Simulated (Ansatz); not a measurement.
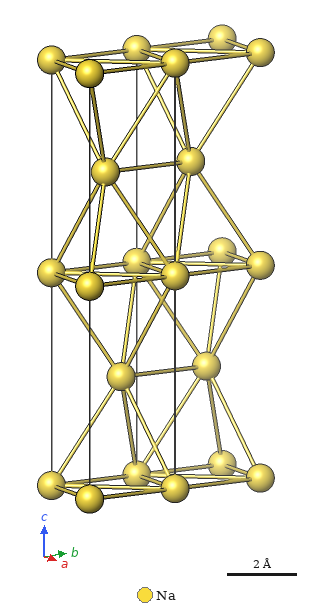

Reference structure: a symmetric starting cell of Na. A ball-and-stick model of the cell of the calculation, repeated 1 × 2 × 1 with one cell outlined, seen slightly off an axis.

Level of theory: DFT PBEsol, scalar-relativistic, plane waves, PAW in Ansatz 0.2.0. (plane-wave cutoff 420 eV; k-point mesh 12 × 12 × 4; occupations gaussian; smearing width 0.1 eV; no spin polarisation)

Now this is done to it. The cell is strained by −2.9 % along c and +0.1 % across it (volume −2.8 %) and atoms are displaced by 0.08 Å relative to the cell. No relaxation follows. The starting cell wasn't computed here and needn't be at equilibrium, so pressure and forces aren't due to the change alone.

What is the effect?

The pressure is 0.1 GPa (not all of it need come from the change, since the unchanged cell can be under pressure at this level too). The principal stresses (compression positive) are −0.1 GPa along c and 0.1 GPa across it. The largest forces, 0.062 eV/Å, act on 2 Na atoms of the calculation's cell. The forces point straight back along the displacements (cosine −1.00). Some distances before and after: Na–Na 3.793 → 3.652 to 3.786 Å. The space group (tolerance 0.01 Å) goes from P6_3/mmc (No. 194) to P-6m2 (No. 187).

The changed structure in the same view:

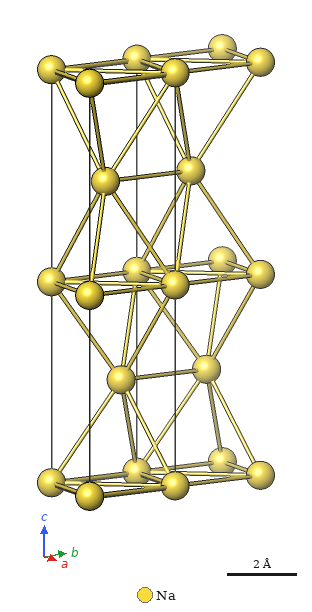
